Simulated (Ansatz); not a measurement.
System: Si$_{4}$HO$_{8}$.

```yaml
crystal:
  lattice:
    - [10.64000, 0.00000, 0.00000]
    - [-2.66000, 4.60726, 0.00000]
    - [0.00000, 0.00000, 18.00000]
  atoms:
    - { symbol: Si, position: [0.16836, 0.67383, 0.65062] }
    - { symbol: Si, position: [0.16939, 0.67155, 0.40377] }
    - { symbol: O, position: [0.17116, 0.67659, 0.49348] }
    - { symbol: Si, position: [0.33240, 0.33394, 0.59012] }
    - { symbol: Si, position: [0.33347, 0.33554, 0.40910] }
    - { symbol: O, position: [0.32370, 0.33273, 0.49971] }
    - { symbol: O, position: [0.25257, 0.01166, 0.62445] }
    - { symbol: O, position: [0.25226, 0.00755, 0.37667] }
    - { symbol: O, position: [0.99899, 0.50468, 0.62585] }
    - { symbol: O, position: [0.00138, 0.50662, 0.37643] }
    - { symbol: O, position: [0.25072, 0.50615, 0.61800] }
    - { symbol: O, position: [0.25339, 0.50364, 0.37615] }
    - { symbol: Si, position: [0.66890, 0.67443, 0.58906] }
    - { symbol: Si, position: [0.66961, 0.67410, 0.41081] }
    - { symbol: O, position: [0.66990, 0.67513, 0.49998] }
    - { symbol: Si, position: [0.83834, 0.34389, 0.59023] }
    - { symbol: Si, position: [0.83827, 0.34293, 0.41063] }
    - { symbol: O, position: [0.84505, 0.34957, 0.50048] }
    - { symbol: O, position: [0.75147, 0.00765, 0.61791] }
    - { symbol: O, position: [0.75219, 0.00794, 0.38243] }
    - { symbol: O, position: [0.50087, 0.50599, 0.61625] }
    - { symbol: O, position: [0.50202, 0.50395, 0.38341] }
    - { symbol: O, position: [0.75165, 0.50663, 0.61784] }
    - { symbol: O, position: [0.75295, 0.50710, 0.38248] }
    - { symbol: H, position: [0.20825, 0.56456, 0.51697] }
    - { symbol: H, position: [0.17440, 0.66847, 0.73177] }
```

Computed with DFT r2SCAN, scalar-relativistic, plane waves, PAW (Ansatz 0.2.0).

Question: Predict the valence pseudo-density and electron localisation function between the atoms.

Answer: Si–H (1.46 Å): ρ is about 0.82 e/Å³ halfway; the ELF peaks at about 1 between the atoms; a covalent bond by its length.
Si–O (1.62 Å): ρ is about 1.2 e/Å³ halfway; the ELF peaks at about 0.85 between the atoms: a shared but strongly polarised pair.

Question: Does the calculation give a band gap?

Answer: It is gapped, with a Kohn–Sham gap of 6.3 eV on the k-point mesh, an upper bound to the gap of this method.

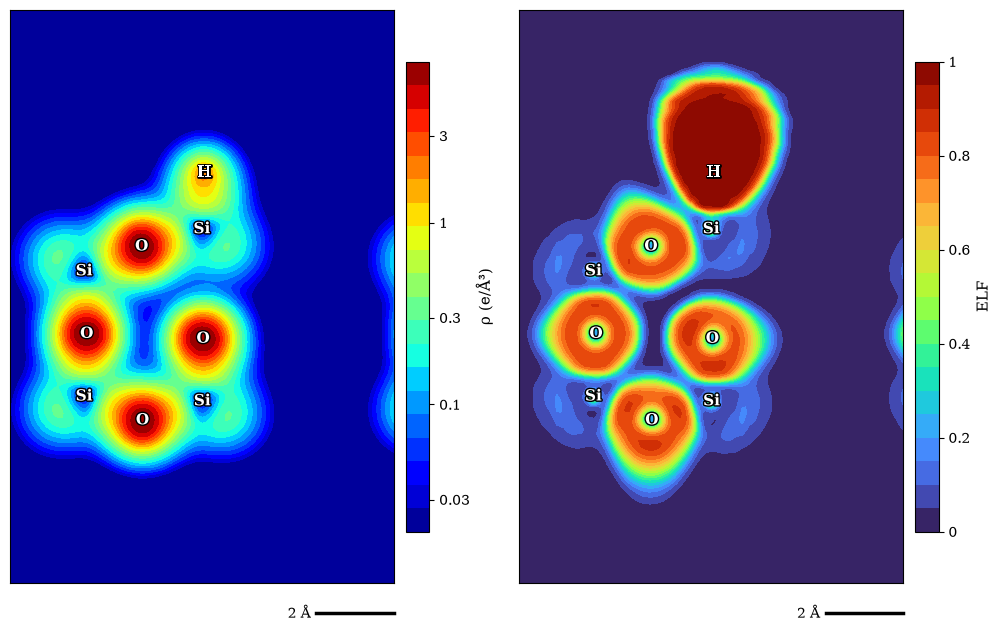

Computed valence pseudo-density and electron localisation function on the (11̄0) plane of the calculation cell, a cut from vacuum to vacuum, in this order. 
